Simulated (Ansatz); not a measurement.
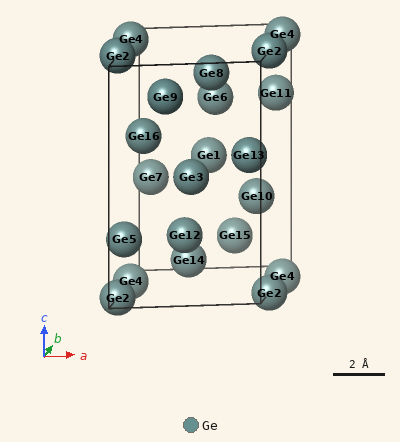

The structure (spheres-only view of the cell of the calculation, seen slightly off an axis; atoms are numbered from 1 in the order of the input). An atom can appear more than once, as a periodic image.

# Run report: Ge, single-point calculation

- system: Ge (16 atoms in the cell)
- method: DFT r2SCAN, scalar-relativistic, plane waves, PAW, no spin polarisation (Ansatz 0.2.0)

The structure derives from a Materials Project entry. It belongs to a series of runs on one base structure; here: the relaxed cell repeated 2 times. Figures and captions count atoms from 1; the log counts them from 0 in places.

**What the program printed**
```
Engine: ansatz 0.2.0, x86_64-unknown-linux-gnu
Pseudopotentials: kind: paw
Pseudopotential: Ge, paw, valence charge 14, recommended cutoff 500 eV (meta_gga), Ge.paw.azcp
Functional definition: r2SCAN
  parameter k0 = 0.174
  parameter k1 = 0.065
  parameter a1 = 4.9479
  exchange = r2scan_x(k0 = k0, k1 = k1, a1 = a1)
  correlation = r2scan_c
Crystal: 16 atoms, lattice volume = 333.907 Å³
Basis set: ecut = 500 eV, 8461 PW (Γ), exchange–correlation on 180×180×300 points (64 copies of the dense FFT grid, shifted against one another)
Bands: 135, of which v1, the nominal top of the filled ones, is band 112 counted from 1 (111 counted from 0)
Symmetry: 4 space group operations
Space group: R-3 (ITA 148), of the structure as read, at distance tolerance 6.9e-5 Å
k-points: 99 of 196
Non-local potential: Ge, projectors of the file, l = 0: 2, l = 1: 2, l = 2: 3, l = 3: 1
PAW form: soft (Blöchl's): semilocal exchange-correlation on the pseudo side does not see the compensation charge
PAW frozen core: Ge, regenerated for the run's functional (the file was generated under x = pbe(κ = 0.804, μ = 0.2195149727645171), c = pbe(β = 0.06672455060314922))
PAW one-centre angular grid: Ge, 590 points (default); XC on 160 Gauss nodes
Initial density: superposition of atomic densities (neutral atoms: chi_scale 0, normalization atom), corrected by the library's trained network
Initial wavefunctions: pseudopotential atomic-orbital guess
Functional: x = r2scan, c = r2scan; τ floored in thin density (d = 2e-4 eV/Å³)
SCF iter   1: F=—  HF=-68843.571506 eV  |F-HF|=—  |Δ(HF+E_count)|=         —  Δρ=7.86e-3  dr2=1.04e-1  dr2_τ=3.04e-2  ethr=1.77e-3  ⟨swp⟩=5.5  Hψ=46240  notcnv=0  defer=38
preconditioner: auto → Kerker (q_TF=auto, 2.553 Å⁻¹)  [metal: Δε(μ)=0.096 eV  Ē_g=23.346 eV  σ=0.150 eV  W_gap=0.35  n_scr=96 (ndim 8)  ℏωp=30.4 eV  f_vac=0.000  D(μ)=1.25/eV (n_scr^D=2)]
SCF iter   2: F=—  HF=-68843.665490 eV  |F-HF|=—  |Δ(HF+E_count)|=   9.40e-2  Δρ=3.01e-3  dr2=2.66e-2  dr2_τ=2.70e-4  ethr=4.65e-5  ⟨swp⟩=2.0  Hψ=26568  notcnv=0  defer=433
SCF iter   3: F=—  HF=-68843.666789 eV  |F-HF|=—  |Δ(HF+E_count)|=   1.30e-3  Δρ=2.09e-3  dr2=1.39e-2  dr2_τ=6.89e-5  ethr=1.19e-5  ⟨swp⟩=1.0  Hψ=11855  notcnv=0  defer=433
SCF iter   4: F=—  HF=-68843.667513 eV  |F-HF|=—  |Δ(HF+E_count)|=   7.25e-4  Δρ=3.72e-4  dr2=4.67e-4  dr2_τ=2.88e-6  ethr=6.22e-6  ⟨swp⟩=2.0  Hψ=14810  notcnv=0  defer=433
SCF iter   5: F=—  HF=-68843.667688 eV  |F-HF|=—  |Δ(HF+E_count)|=   1.75e-4  Δρ=7.99e-5  dr2=3.51e-5  dr2_τ=4.45e-7  ethr=2.08e-7  ⟨swp⟩=2.0  Hψ=22951  notcnv=0  defer=433
SCF iter   6: F=—  HF=-68843.667524 eV  |F-HF|=—  |Δ(HF+E_count)|=   1.64e-4  Δρ=2.76e-5  dr2=3.41e-6  dr2_τ=2.80e-8  ethr=1.57e-8  ⟨swp⟩=2.0  Hψ=22964  notcnv=0  defer=433
SCF iter   7: F=—  HF=-68843.667525 eV  |F-HF|=—  |Δ(HF+E_count)|=   1.39e-6  Δρ=7.75e-6  dr2=4.07e-7  dr2_τ=3.63e-9  ethr=1.52e-9  ⟨swp⟩=3.0  Hψ=24120  notcnv=0  defer=433
SCF iter   8: F=—  HF=-68843.667526 eV  |F-HF|=—  |Δ(HF+E_count)|=   8.87e-8  Δρ=4.98e-6  dr2=1.25e-7  dr2_τ=1.19e-9  ethr=4.46e-11  ⟨swp⟩=9.4  Hψ=55913  notcnv=0
SCF iter   9: F=-68843.667525 eV  HF=-68843.667525 eV  |F-HF|=4.26e-9  |Δ(HF+E_count)|=   6.18e-8  Δρ=1.95e-6  dr2=1.93e-8  dr2_τ=9.78e-11  ethr=4.46e-11  ⟨swp⟩=4.0  Hψ=38302  notcnv=0
SCF 1 converged in 9 iterations: F = -68843.667525 eV  dr2 = 1.93e-8
  greatest PAW one-centre occupation: 0.998 electrons in one spin orbital (limit 2), on the Ge atom at site 15 (counted from 0), in its partial waves of l = 2
```

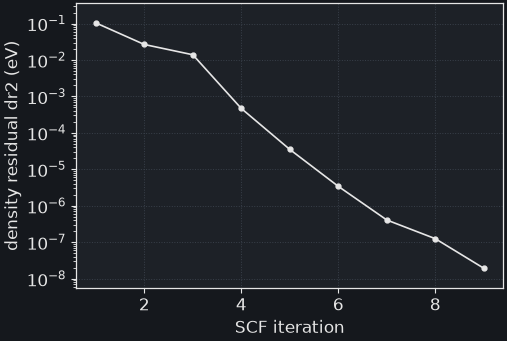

Convergence of the self-consistent field: density residual dr2 against the SCF iteration. The residual falls at every step.

```
SCF converged after 9 iterations
Free energy (F): -68843.667525 eV
Harris-Foulkes:  -68843.667525 eV  (|F-HF|=4.26e-9)
Internal energy: -68843.653762 eV  (E = F + TS)
E sigma→0 (E₀):  -68843.660644 eV
Entropy (-TS):   -0.013764 eV (-0.860 meV/atom)
Fermi energy:    9.408596 eV
--- Per-component energies (eV) ---
  E_band       = -2310.612507
  E_kinetic    = 1773.474706
  E_local      = -37513.650351  (includes V_loc(G=0)·N_el)
  E_nonlocal   = 6710.760035
  E_hartree    = 16467.958484
  E_xc         = -1105.124765
  E_vxc        = -1085.105833  (∫ρ·V_xc dr)
  E_paw        = -32536.677794  (= ΣΔE_a)
  E_vpaw       = -5192.599857  (= ΣTr[D̂ρ^β])
  E_aug_tail   = 0.000257  (compensation charges beyond the density's cutoff)
  E_vtau       = 60.582798  (kinetic-family band-sum trace: ∫τ·v_τ [+ j·A + Jᵃ·Aᵃ] dr)
  E_ewald      = -22623.022081
  E_core_change = -17.372252  (= ΣΔE_core)
  E_smearing   = -0.013764  (= −TS)
  E_closure    = -0.000000  (closes the sum)
  Σ components = -68843.667525   (vs F -68843.667525, Δ=0.00e0)
--- Forces (eV/Å), atoms counted from 1 ---
  atom   1  Ge    -0.00337575    -0.00001996    -0.00325768
  atom   2  Ge    -0.00337575    -0.00001996    -0.00325768
  atom   3  Ge     0.00337575     0.00001996     0.00325768
  atom   4  Ge     0.00337575     0.00001996     0.00325768
  atom   5  Ge     0.00487411     0.01073675    -0.00126107
  atom   6  Ge     0.00487411     0.01073675    -0.00126107
  atom   7  Ge    -0.00930133    -0.00499169     0.00396463
  atom   8  Ge    -0.00930133    -0.00499169     0.00396463
  atom   9  Ge     0.01010002    -0.00911226     0.00358054
  atom  10  Ge     0.01010002    -0.00911226     0.00358054
  atom  11  Ge    -0.00487411    -0.01073675     0.00126107
  atom  12  Ge    -0.00487411    -0.01073675     0.00126107
  atom  13  Ge     0.00930133     0.00499169    -0.00396463
  atom  14  Ge     0.00930133     0.00499169    -0.00396463
  atom  15  Ge    -0.01010002     0.00911226    -0.00358054
  atom  16  Ge    -0.01010002     0.00911226    -0.00358054
  max |Σ_I F_I| component: 6.94e-18 eV/Å
--- Stress (GPa, compression-positive) ---
       -0.004951       0.004317       0.019331
        0.004317      -0.009453       0.000906
        0.019331       0.000906       0.001894
  P = ⅓ Tr σ = -0.0042 GPa (-0.042 kbar)
--- Band table (eV; the first three rows and the last of 99) ---
  k-point 0: bands = ["-16.0833", "-16.0828", "-16.0824", "-16.0811", "-16.0799", "-16.0780", "-16.0614", "-16.0612", "-16.0596", "-16.0517", "-16.0504", "-16.0460", "-16.0383", "-16.0376", "-16.0365", "-16.0258", "-16.0154", "-16.0114", "-16.0109", "-15.9934", "-15.9864", "-15.9791", "-15.9669", "-15.9578", "-15.9574", "-15.9436", "-15.9432", "-15.9424", "-15.9410", "-15.9358", "-15.9213", "-15.9209", "-15.9195", "-15.9194", "-15.9190", "-15.9129", "-15.9127", "-15.9081", "-15.8964", "-15.8881", "-15.8788", "-15.8714", "-15.8711", "-15.8584", "-15.8574", "-15.8568", "-15.8563", "-15.8562", "-15.8561", "-15.8489", "-15.8480", "-15.8465", "-15.8455", "-15.8368", "-15.8346", "-15.8327", "-15.8185", "-15.8123", "-15.8016", "-15.8008", "-15.8000", "-15.7994", "-15.7989", "-15.7927", "-15.7890", "-15.7799", "-15.7715", "-15.7706", "-15.7701", "-15.7699", "-15.7661", "-15.7640", "-15.7511", "-15.7485", "-15.7312", "-15.7193", "-15.7181", "-15.7141", "-15.7080", "-15.7070", "-4.1305", "-2.7292", "-2.6638", "-0.5831", "-0.5018", "-0.2719", "0.3474", "0.3484", "0.5681", "1.2389", "1.4132", "2.2071", "2.2075", "2.2569", "3.5387", "3.7564", "4.6773", "4.6774", "5.3059", "5.3633", "5.3856", "5.6869", "5.6877", "6.7622", "6.8029", "7.0663", "7.5980", "7.7460", "8.0156", "8.0157", "8.2254", "8.5066", "10.0967", "10.3461", "11.1124", "11.1629", "11.4172", "11.4740", "11.4742", "11.8323", "11.8908", "13.6573", "13.8755", "13.8756", "13.9244", "14.0253", "14.3169", "14.4532", "14.4534", "14.5802", "14.7082", "15.6000", "15.9164", "16.1382", "16.2869"]
  k-point 1: bands = ["-16.0834", "-16.0830", "-16.0814", "-16.0804", "-16.0800", "-16.0765", "-16.0659", "-16.0649", "-16.0596", "-16.0519", "-16.0472", "-16.0447", "-16.0406", "-16.0390", "-16.0384", "-16.0246", "-16.0084", "-16.0078", "-16.0036", "-15.9965", "-15.9868", "-15.9777", "-15.9687", "-15.9583", "-15.9540", "-15.9540", "-15.9507", "-15.9500", "-15.9458", "-15.9279", "-15.9276", "-15.9229", "-15.9210", "-15.9164", "-15.9133", "-15.9116", "-15.9034", "-15.9030", "-15.8955", "-15.8863", "-15.8752", "-15.8708", "-15.8690", "-15.8668", "-15.8665", "-15.8644", "-15.8559", "-15.8558", "-15.8521", "-15.8481", "-15.8473", "-15.8452", "-15.8435", "-15.8371", "-15.8351", "-15.8264", "-15.8210", "-15.8107", "-15.8090", "-15.8043", "-15.8006", "-15.7973", "-15.7922", "-15.7889", "-15.7864", "-15.7798", "-15.7762", "-15.7748", "-15.7709", "-15.7672", "-15.7646", "-15.7619", "-15.7547", "-15.7493", "-15.7280", "-15.7202", "-15.7171", "-15.7129", "-15.7098", "-15.7080", "-4.0389", "-3.3150", "-1.9365", "-0.5501", "-0.4871", "-0.3871", "0.0549", "0.2496", "0.5341", "1.0717", "1.5912", "2.1060", "2.5135", "2.5520", "3.3139", "3.6474", "4.5595", "4.8566", "4.9524", "5.6792", "5.7985", "5.9363", "6.0849", "6.2470", "6.4729", "7.2544", "7.2885", "7.6097", "7.7943", "7.9150", "8.2174", "8.3378", "9.8475", "10.4902", "11.2076", "11.6975", "11.7679", "11.9676", "12.0170", "12.2176", "12.3342", "12.8746", "13.1053", "13.2605", "13.5208", "13.9814", "14.3790", "14.5105", "14.6422", "14.7509", "14.7937", "15.2845", "15.3732", "15.8010", "15.9671"]
  k-point 2: bands = ["-16.0836", "-16.0836", "-16.0803", "-16.0803", "-16.0755", "-16.0755", "-16.0709", "-16.0709", "-16.0557", "-16.0557", "-16.0451", "-16.0451", "-16.0404", "-16.0404", "-16.0321", "-16.0321", "-16.0015", "-16.0015", "-15.9958", "-15.9958", "-15.9846", "-15.9846", "-15.9669", "-15.9669", "-15.9585", "-15.9585", "-15.9517", "-15.9517", "-15.9418", "-15.9418", "-15.9251", "-15.9251", "-15.9157", "-15.9157", "-15.9101", "-15.9101", "-15.8990", "-15.8990", "-15.8869", "-15.8869", "-15.8758", "-15.8758", "-15.8669", "-15.8669", "-15.8649", "-15.8649", "-15.8631", "-15.8631", "-15.8506", "-15.8506", "-15.8450", "-15.8450", "-15.8397", "-15.8397", "-15.8270", "-15.8270", "-15.8197", "-15.8197", "-15.8060", "-15.8060", "-15.7989", "-15.7989", "-15.7852", "-15.7852", "-15.7835", "-15.7835", "-15.7782", "-15.7782", "-15.7713", "-15.7713", "-15.7604", "-15.7604", "-15.7542", "-15.7542", "-15.7230", "-15.7230", "-15.7139", "-15.7139", "-15.7103", "-15.7103", "-3.7655", "-3.7655", "-1.1105", "-1.1105", "-0.3767", "-0.3767", "-0.1140", "-0.1140", "0.8148", "0.8148", "1.8585", "1.8585", "2.9435", "2.9435", "3.1689", "3.1689", "4.6051", "4.6051", "5.3811", "5.3811", "6.2167", "6.2167", "6.3852", "6.3852", "6.8925", "6.8925", "7.0348", "7.0348", "7.3276", "7.3276", "8.3088", "8.3088", "10.5350", "10.5350", "11.4836", "11.4836", "12.2384", "12.2384", "12.6261", "12.6261", "12.7677", "12.7677", "12.9349", "12.9349", "13.2693", "13.2693", "14.1194", "14.1194", "14.5137", "14.5137", "14.8426", "14.8426", "15.2229", "15.2229", "16.2719"]
  k-point 98: bands = ["-16.0829", "-16.0820", "-16.0811", "-16.0774", "-16.0770", "-16.0768", "-16.0620", "-16.0588", "-16.0514", "-16.0474", "-16.0433", "-16.0410", "-16.0373", "-16.0358", "-16.0279", "-16.0231", "-16.0206", "-16.0175", "-16.0020", "-15.9991", "-15.9804", "-15.9738", "-15.9694", "-15.9681", "-15.9595", "-15.9570", "-15.9504", "-15.9481", "-15.9422", "-15.9363", "-15.9353", "-15.9310", "-15.9247", "-15.9204", "-15.9166", "-15.9160", "-15.9057", "-15.9016", "-15.8971", "-15.8915", "-15.8861", "-15.8788", "-15.8769", "-15.8706", "-15.8679", "-15.8601", "-15.8579", "-15.8532", "-15.8531", "-15.8495", "-15.8403", "-15.8402", "-15.8349", "-15.8330", "-15.8299", "-15.8224", "-15.8195", "-15.8174", "-15.8111", "-15.8089", "-15.8081", "-15.7985", "-15.7945", "-15.7912", "-15.7771", "-15.7746", "-15.7688", "-15.7676", "-15.7659", "-15.7646", "-15.7528", "-15.7504", "-15.7471", "-15.7460", "-15.7309", "-15.7308", "-15.7215", "-15.7183", "-15.7155", "-15.7113", "-2.9908", "-2.8113", "-2.3002", "-2.1021", "-1.2599", "-0.9402", "-0.6381", "-0.4473", "0.9886", "1.4465", "1.5806", "2.0957", "3.0937", "3.3958", "3.6575", "3.8588", "5.0792", "5.1832", "5.9133", "5.9645", "6.2668", "6.6889", "6.7838", "6.9306", "6.9528", "7.2227", "7.3798", "7.6639", "7.7075", "8.0320", "8.0439", "8.4691", "9.8915", "9.9200", "10.2705", "10.7057", "11.2534", "11.4713", "11.5099", "11.6878", "12.0256", "12.0571", "12.2821", "12.6008", "13.0256", "13.2865", "13.4336", "13.9609", "14.0695", "14.3277", "14.6112", "14.9131", "15.3611", "15.3875", "15.6273"]
```

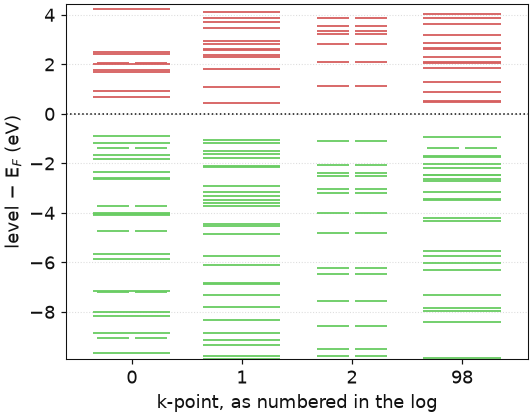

Kohn–Sham levels near the Fermi level (dotted) at the few k-points that the log prints; levels within 0.02 eV of each other stand side by side. The system is metallic on the full mesh.

The run was set up as follows.

**Input**
```yaml
crystal:
  lattice:
    - [4.9460655643, -2.855612285, -1.9700863685]
    - [0.0, 0.0, -5.9102591056]
    - [4.9460655643, 8.5668368549, 0.0]
  atoms:
    - { symbol: Ge, position: [0.5, 0.7871277287, 0.5] }
    - { symbol: Ge, position: [0.0, 0.2871277287, 0.0] }
    - { symbol: Ge, position: [0.5, 0.2128722713, 0.5] }
    - { symbol: Ge, position: [0.0, 0.7128722713, 0.0] }
    - { symbol: Ge, position: [0.0549985323, 0.2276568815, 0.2488076623] }
    - { symbol: Ge, position: [0.5549985323, 0.7276568815, 0.7488076623] }
    - { symbol: Ge, position: [0.0992892404, 0.8795599788, 0.403095435] }
    - { symbol: Ge, position: [0.5992892404, 0.3795599788, 0.903095435] }
    - { symbol: Ge, position: [0.3457122273, 0.1307523165, 0.8480969027] }
    - { symbol: Ge, position: [0.8457122273, 0.6307523165, 0.3480969027] }
    - { symbol: Ge, position: [0.9450014677, 0.7723431185, 0.7511923377] }
    - { symbol: Ge, position: [0.4450014677, 0.2723431185, 0.2511923377] }
    - { symbol: Ge, position: [0.9007107596, 0.1204400212, 0.596904565] }
    - { symbol: Ge, position: [0.4007107596, 0.6204400212, 0.096904565] }
    - { symbol: Ge, position: [0.6542877727, 0.8692476835, 0.1519030973] }
    - { symbol: Ge, position: [0.1542877727, 0.3692476835, 0.6519030973] }
basis:
  ecutwfc: 500
kpoints:
  mp_grid: { grid: [7, 7, 4] }
hamiltonian:
  xc: r2scan
scf:
  occupations: { method: gaussian, width: 0.15 }
output:
  forces: true
  stress: true
  eigenvalues: true
```

Launched with:
```bash
ansatz run input.yaml --threads 2 --pin off --max-ram 5120MiB --backend cpu --events-out ev --progress --plain --runs-dir out
```

**Summary**

```csv
quantity,value
outcome,converged
space group (tolerance 0.01 Å),R-3 (148)
electrons treated,224
free energy,−68843.6675 eV
Fermi energy,9.409 eV
gap on the k-point mesh,none (metallic)
pressure,0.00 GPa
largest force (length of the vector),0.014 eV/Å
hardware,"2 threads of Oxide Virtual Turin-like (Zen 5), 32 GiB of memory available, shared host"
wall time,3.6 min (CPU time 7 min)
peak memory,3.9 GiB
```
